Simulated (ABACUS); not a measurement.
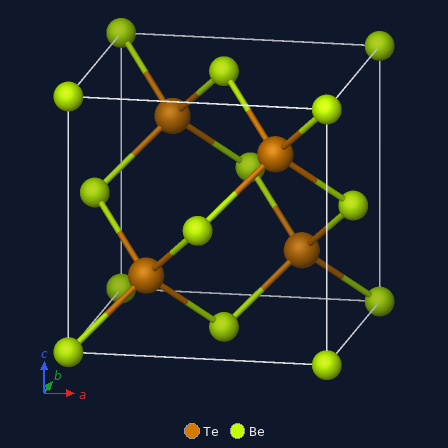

System: BeTe, space group F-43m (No. 216). The picture shows the conventional cell.

Structure:
```xyz
2
Lattice="0.0000 2.7700 2.7700 2.7700 0.0000 2.7700 2.7700 2.7700 0.0000" Properties=species:S:1:pos:R:3 pbc="T T T"
Te    4.1550    4.1550    4.1550
Be    0.0000    0.0000    0.0000
```

How it was computed, with ABACUS 3.10.1: DFT in plane waves or numerical atomic orbitals with pseudopotentials, no spin polarisation; energies at scaled volumes of the given cell, shape and fractions fixed, counted from the fit's minimum, third-order Birch-Murnaghan fit. Level: PBEsol.

```json
{"setting": "k mesh", "value": "8×8×8"}
{"setting": "occupations", "value": "Fermi–Dirac"}
{"setting": "smearing width", "value": "0.05 eV"}
{"setting": "potentials", "value": "PseudoDojo NC SR 0.4.1 PBEsol standard"}
{"setting": "wave cutoff", "value": "1211 eV"}
{"setting": "density cutoff", "value": "4844 eV"}
{"setting": "program settings", "value": "basis pw"}
```

What does the calculation give for the energy and pressure against volume? The volume takes the values 19.98, 20.40, 20.83, 21.25, 21.68, 22.10, 22.53 Å³/atom.

A third-order Birch–Murnaghan fit gives V0 = 22.06 Å³/atom, B0 = 60.5 GPa and B′ = 4.0. The energy is 43.58 meV/atom at volume 19.98 Å³/atom and 1.83 meV/atom at 22.53 Å³/atom; the lowest computed point is at volume 22.10 Å³/atom (0.02 meV/atom), and no other minimum shows. The pressure falls from 7.28 GPa at volume 19.98 Å³/atom to −1.24 GPa at 22.53 Å³/atom, and changes sign near 22.05 Å³/atom.

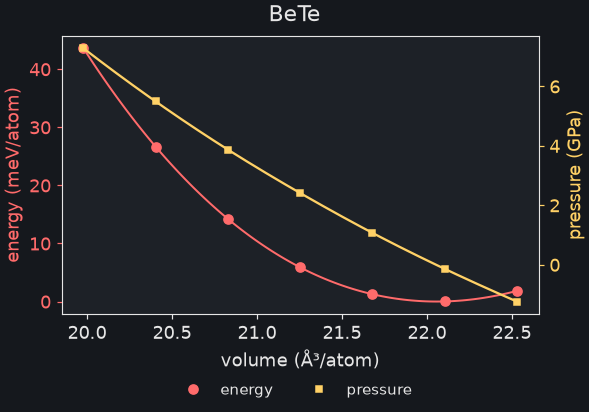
